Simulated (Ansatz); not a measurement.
**Geometry relaxation of GaN (part 2 of 2)**

Continued. System: GaN (F-43m, 2 atoms in the cell). Method: DFT PBE, scalar-relativistic, plane waves, PAW, no spin polarisation (Ansatz 0.2.0); cutoff 420 eV, 10×10×10 k-mesh, Gaussian smearing of 0.02 eV. The structure derives from a Materials Project entry.

Geometry of the input (Å; fractional positions):
```
0.0000  2.2535  2.2535
2.2535  0.0000  2.2535
2.2535  2.2535  0.0000
Ga 0.0000  0.0000  0.0000
N  0.7500  0.7500  0.7500
```

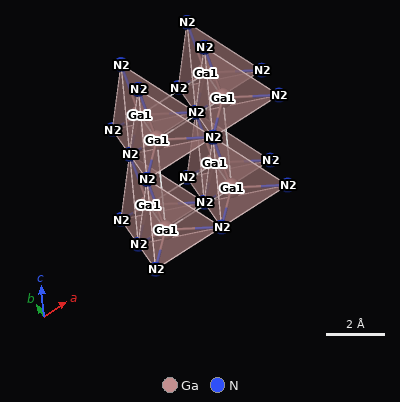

The geometry at step 3 of the log (polyhedral view of the cell of the calculation, seen slightly off an axis; polyhedra are completed across the faces of the cell; atoms are numbered from 1 in the order of the input).

### Output, continued
```
relax step   6: F+E_penalty+E_count = -4167.90792133 eV  Δ(F+E_penalty+E_count) = +4.609e-5 eV  max|allowed force component| = 4.626e-17 eV/Å  Δτ_max = 0.0000 Å  P = +0.003 GPa  Ω = 23.525 Å³  energy of the carried Pulay correction = -5.317e-5 eV  (6 SCF iters, accepted)
iter 1 solved again at ethr=1.71e-8 eV; its pass at ethr=3.10e-3 eV (dr2=3.07e-6 eV) is discarded
SCF iter   1: F=—  HF=-4167.907938 eV  |F-HF|=—  |Δ(HF+E_count)|=         —  Δρ=1.58e-6  dr2=9.34e-11  ethr=1.71e-8  ⟨swp⟩=3.2  Hψ=5073  notcnv=0
eigensolver tolerance schedule: the retry pair's looser diagonalisation over-reported the residual by 32864.85 of it (diagonalisation noise at 0.22 of the residual, at the tolerance the schedule requests for it); recorded, not acted on — ethr = c·dr2/N_el stays at c = 1.0e-1
preconditioner: auto → none  [insulator: Δε(μ)=1.541 eV  Ē_g=18.547 eV  σ=0.020 eV  W_gap=1.00  n_scr=8 (ndim 8)  ℏωp=32.5 eV  f_vac=0.002  D(μ)=0.00/eV (n_scr^D=0)  ε∞_Penn≈4.1]
SCF iter   2: F=—  HF=-4167.907941 eV  |F-HF|=—  |Δ(HF+E_count)|=   3.26e-6  Δρ=8.53e-7  dr2=3.01e-11  ethr=1.00e-12  ⟨swp⟩=2.4  Hψ=1126  notcnv=0
iter 3 did not close the SCF: its close was put off for the readings that it lacked (scf_convergence_deferred on its scf_iter line)
SCF iter   3: F=-4167.907941 eV  HF=-4167.907941 eV  |F-HF|=4.55e-12  |Δ(HF+E_count)|=  9.55e-11  Δρ=1.89e-7  dr2=2.53e-12  ethr=1.00e-12  ⟨swp⟩=2.0  Hψ=1034  notcnv=0
iter 4 did not close the SCF: its close was put off for the readings that it lacked (scf_convergence_deferred on its scf_iter line)
SCF iter   4: F=-4167.907941 eV  HF=-4167.907941 eV  |F-HF|=1.82e-12  |Δ(HF+E_count)|=  1.82e-12  Δρ=3.99e-8  dr2=1.29e-13  ethr=1.00e-12  ⟨swp⟩=1.0  Hψ=611  notcnv=0
iter 5 did not close the SCF: its close was put off for the readings that it lacked (scf_convergence_deferred on its scf_iter line)
SCF iter   5: F=-4167.907941 eV  HF=-4167.907941 eV  |F-HF|=0.00e0  |Δ(HF+E_count)|=    0.00e0  Δρ=9.99e-9  dr2=4.63e-15  ethr=1.00e-12  ⟨swp⟩=1.0  Hψ=611  notcnv=0
iter 6 did not close the SCF: its close was put off for the readings that it lacked (scf_convergence_deferred on its scf_iter line)
SCF iter   6: F=-4167.907941 eV  HF=-4167.907941 eV  |F-HF|=0.00e0  |Δ(HF+E_count)|=  1.82e-12  Δρ=1.78e-9  dr2=2.44e-16  ethr=1.00e-12  ⟨swp⟩=1.0  Hψ=611  notcnv=0
SCF iter   7: F=-4167.907941 eV  HF=-4167.907941 eV  |F-HF|=9.09e-13  |Δ(HF+E_count)|=  9.09e-13  Δρ=3.98e-10  dr2=2.25e-17  ethr=1.00e-12  ⟨swp⟩=2.0  Hψ=1803  notcnv=0
SCF 7 converged in 7 iterations: F = -4167.907941 eV  dr2 = 2.25e-17
relax step   7: F+E_penalty+E_count = -4167.90794081 eV  Δ(F+E_penalty+E_count) = -1.948e-5 eV  max|allowed force component| = 2.082e-17 eV/Å  Δτ_max = 0.0000 Å  P = +0.004 GPa  Ω = 23.525 Å³  stress off target by 3.98e-3 GPa  SCF on the basis re-selected at this cell (its energy is not comparable with the rows above)  (7 SCF iters)
```

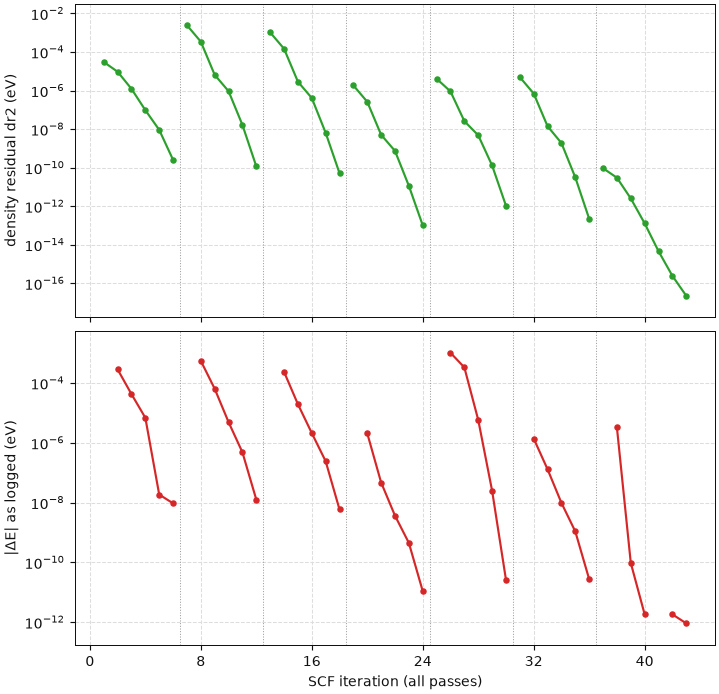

Convergence of the self-consistent field: density residual dr2 and size of the energy change against the SCF iteration. The dotted lines part the SCF passes of the relaxation: geometry steps, rejected trials and re-solves on a re-selected basis. The 7 passes take 6 to 7 iterations each, 43 in all.

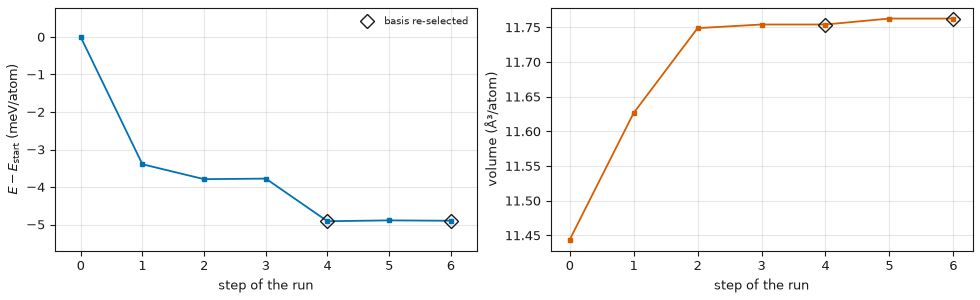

Progress of the relaxation, step by step (the first geometry is step 0 here and step 1 in the log).

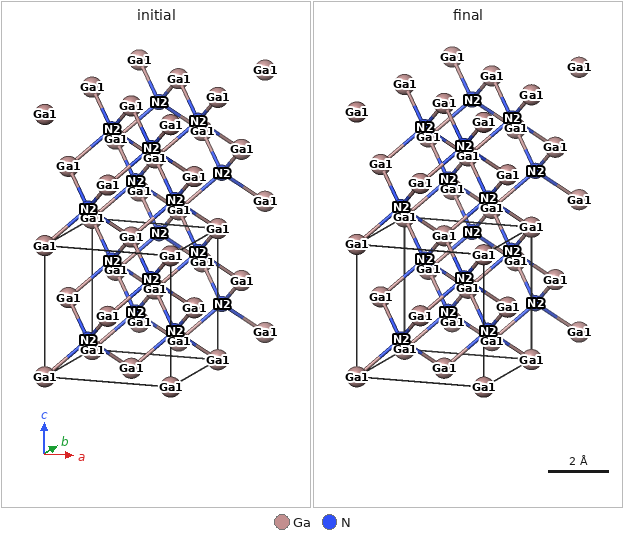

Before (left) and after (right) the relaxation, at one scale (ball-and-stick view of the cell 4 times as large as that of the calculation, set on its symmetry axes, repeated 1 × 2 × 2, seen slightly off an axis). The atoms keep their places relative to the cell (all moves are under 0.005 Å). The volume changes by +2.8 %, with a = b = c 4.507 → 4.548 Å (+0.9 %). Among the contacts that change: Ga1–N2 1.952 → 1.970 Å. The space group stays F-43m (No. 216). After 4 geometry steps the energy has fallen by 4.9 meV per atom. All forces vanish by symmetry, so only the cell relaxes. The pressure goes from 5.03 to 0.00 GPa. 1 further SCF at an unchanged geometry re-selected the plane-wave basis for the new cell. The energy change given includes the shifts at the re-selections in mid-walk, which come without any move. A last SCF at the same geometry on a re-selected plane-wave basis shifts the energy by next to nothing (0.0 meV per atom). (Atoms are counted from 1 in the order of the input.)

```
basis re-selected at this cell: Δ(F+E_penalty+E_count) = -1.948e-5 eV, ΔP = +0.001 GPa vs the last step (what re-selecting the basis moved, of the pressure what is left beyond the Pulay correction that the steps carried, after the strain that the cell walked since its last selection, with what the two solves' SCF thresholds leave and, on support functions, any second-order correction that the steps lacked; it is no measure of the basis error at this ecutwfc). This SCF's stress stands 3.98e-3 GPa from its target on what of the cell is left free (relax.cell.stress_tol is 5.00e-2 GPa) and its largest allowed force component is 2.08e-17 eV/Å (relax.f_tol is 5.00e-3 eV/Å): within both
SCF converged after 7 iterations
Free energy (F): -4167.907941 eV
Harris-Foulkes:  -4167.907941 eV  (|F-HF|=9.09e-13)
Internal energy: -4167.907941 eV  (E = F + TS)
E sigma→0 (E₀):  -4167.907941 eV
Fermi energy:    10.008838 eV
--- Per-component energies (eV) ---
  E_band       = -12.263580
  E_kinetic    = 246.000713
  E_local      = -1971.445246  (includes V_loc(G=0)·N_el)
  E_nonlocal   = 474.232153
  E_hartree    = 904.989962
  E_xc         = -128.406143
  E_vxc        = -133.611890  (∫ρ·V_xc dr)
  E_paw        = -2120.319652  (= ΣΔE_a)
  E_vpaw       = -437.419265  (= ΣTr[D̂ρ^β])
  E_aug_tail   = 0.000031  (compensation charges beyond the density's cutoff)
  E_ewald      = -1572.959759
  E_smearing   = -0.000000  (= −TS)
  E_closure    = 0.000000  (closes the sum)
  Σ components = -4167.907941   (vs F -4167.907941, Δ=0.00e0)
--- Forces (eV/Å), atoms counted from 1 ---
  atom   1  Ga    -0.00000000    -0.00000000     0.00000000
  atom   2  N     -0.00000000     0.00000000    -0.00000000
  max |Σ_I F_I| component: 2.78e-17 eV/Å
--- Stress (GPa, compression-positive) ---
        0.003980      -0.000000      -0.000000
       -0.000000       0.003980       0.000000
       -0.000000       0.000000       0.003980
  P = ⅓ Tr σ = 0.0040 GPa (0.040 kbar)
--- Band table (eV; the first three rows and the last of 47) ---
  k-point 0: bands = ["-6.4633", "-4.2272", "-4.2272", "-4.2272", "-3.9367", "-3.9367", "9.2383", "9.2383", "9.2383", "10.7791", "19.3769", "19.3769", "19.3769"]
  k-point 1: bands = ["-6.3609", "-4.2148", "-4.2148", "-4.1853", "-3.9379", "-3.9379", "8.1258", "9.1351", "9.1351", "11.6602", "18.8797", "19.5342", "19.5342"]
  k-point 2: bands = ["-6.1083", "-4.1859", "-4.1859", "-4.0129", "-3.9366", "-3.9366", "6.3523", "8.8821", "8.8821", "12.7326", "18.1067", "19.7904", "19.7904"]
  k-point 46: bands = ["-5.5217", "-4.0951", "-4.0587", "-3.9384", "-3.9114", "-2.0055", "3.5919", "5.7662", "5.8090", "15.0145", "17.1763", "19.7363", "20.2999"]
--- Relaxed structure (5 steps of the walk, 5 accepted, 2 SCFs on fresh bases) ---
  F+E_penalty+E_count = -4167.90794081 eV   max|allowed force component| = 2.082e-17 eV/Å   (the final SCF, on the basis selected at the relaxed cell)
  cell:  # Å, volume = 23.5255 Å³
    - [-9.711799735673666e-34, 2.274238493897457, 2.274238493897457]
    - [2.274238493897457, 1.8980887423552854e-33, 2.274238493897457]
    - [2.274238493897457, 2.274238493897457, 1.6401355331899453e-33]
  atoms:
    - { symbol: Ga, position: [4.148561090804901e-34, -4.5046607552516735e-34, -3.5075816948007105e-34] }
    - { symbol: N, position: [0.75, 0.75, 0.75] }
```

### Trajectory as extended XYZ (Å, eV, eV/Å), 7 frames, from step=1 to step=7
```
2
Lattice="0.0000 2.2535 2.2535 2.2535 0.0000 2.2535 2.2535 2.2535 0.0000" Properties=species:S:1:pos:R:3:forces:R:3 step=1 energy=-4167.89814 pressure_GPa=5.03
Ga    0.0000    0.0000    0.0000    0.0000   0.0000   0.0000
N     3.3803    3.3803    3.3803    0.0000   0.0000   0.0000
2
Lattice="0.0000 2.2654 2.2654 2.2654 0.0000 2.2654 2.2654 2.2654 0.0000" Properties=species:S:1:pos:R:3:forces:R:3 step=2 energy=-4167.90493 pressure_GPa=1.99
Ga    0.0000    0.0000    0.0000    0.0000   0.0000   0.0000
N     3.3981    3.3981    3.3981    0.0000   0.0000   0.0000
2
Lattice="0.0000 2.2733 2.2733 2.2733 0.0000 2.2733 2.2733 2.2733 0.0000" Properties=species:S:1:pos:R:3:forces:R:3 step=3 energy=-4167.90572 pressure_GPa=0.08
Ga    0.0000    0.0000    0.0000    0.0000   0.0000   0.0000
N     3.4100    3.4100    3.4100    0.0000   0.0000   0.0000
2
Lattice="0.0000 2.2737 2.2737 2.2737 0.0000 2.2737 2.2737 2.2737 0.0000" Properties=species:S:1:pos:R:3:forces:R:3 step=4 energy=-4167.90569 pressure_GPa=0.00
Ga    0.0000    0.0000    0.0000    0.0000   0.0000   0.0000
N     3.4105    3.4105    3.4105    0.0000   0.0000   0.0000
2
Lattice="0.0000 2.2737 2.2737 2.2737 0.0000 2.2737 2.2737 2.2737 0.0000" Properties=species:S:1:pos:R:3:forces:R:3 step=5 energy=-4167.90797 pressure_GPa=0.13
Ga    0.0000    0.0000    0.0000    0.0000   0.0000   0.0000
N     3.4105    3.4105    3.4105    0.0000   0.0000   0.0000
2
Lattice="0.0000 2.2742 2.2742 2.2742 0.0000 2.2742 2.2742 2.2742 0.0000" Properties=species:S:1:pos:R:3:forces:R:3 step=6 energy=-4167.90792 pressure_GPa=0.00
Ga    0.0000    0.0000    0.0000    0.0000   0.0000   0.0000
N     3.4114    3.4114    3.4114    0.0000   0.0000   0.0000
2
Lattice="0.0000 2.2742 2.2742 2.2742 0.0000 2.2742 2.2742 2.2742 0.0000" Properties=species:S:1:pos:R:3:forces:R:3 step=7 energy=-4167.90794 pressure_GPa=0.00
Ga    0.0000    0.0000    0.0000    0.0000   0.0000   0.0000
N     3.4114    3.4114    3.4114    0.0000   0.0000   0.0000
```

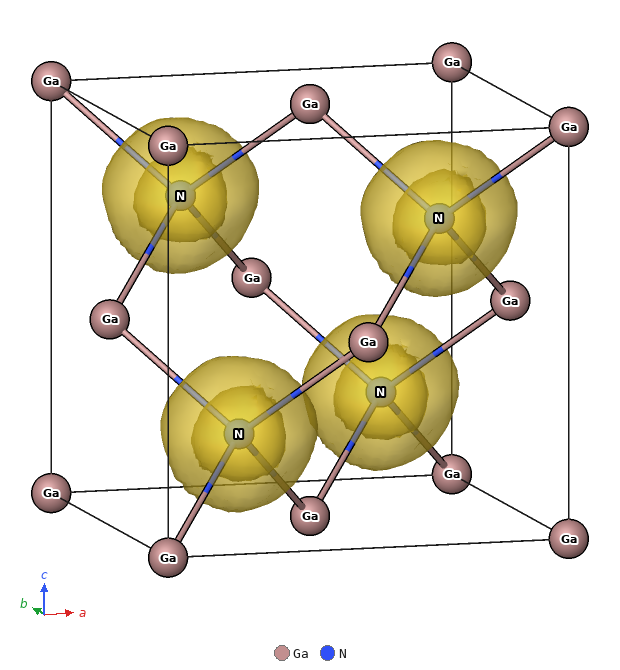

Isosurface of the ELF at 0.75 (yellow), seen slightly off an axis. Core shells and regions of very low density are left out. Sticks mark near contacts. The outline is the cell set on symmetry axes. Values along the shortest contacts: Ga–N (1.97 Å): the ELF is about 0.45 at the midpoint. Core electrons are frozen (PAW), so the fields are smoothed inside the atomic spheres.

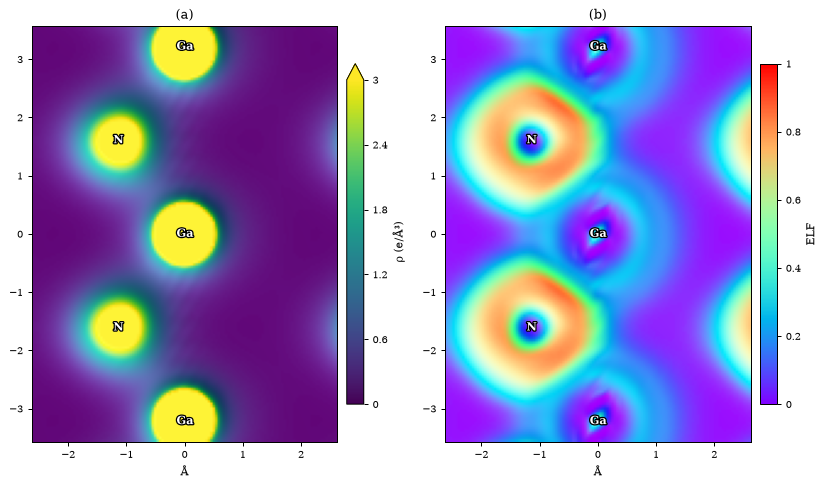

(a) valence pseudo-density; (b) ELF on the (110) plane of the conventional cell. Atoms in the plane: Ga and N. Ga–N (1.97 Å): the density is about 0.72 e/Å³ at the midpoint; the ELF is about 0.45 at the midpoint. Away from the nuclei the density in this plane falls to 0.03 e/Å³ at its lowest.

### Results in brief

- outcome: converged
- space group (tolerance 0.01 Å): F-43m (216)
- electrons treated: 18
- free energy: −4167.9079 eV
- Fermi energy: 10.009 eV
- gap on the k-point mesh: 1.54 eV
- pressure: 0.00 GPa
- final volume: 23.53 Å³
- largest force (length of the vector) at the end: under 0.001 eV/Å
- final cell: a = 3.216 Å, b = 3.216 Å, c = 3.216 Å, α = 60.00°, β = 60.00°, γ = 60.00°
- wall time: 6.1 s (CPU time 11 s)
- peak memory: 0.33 GiB
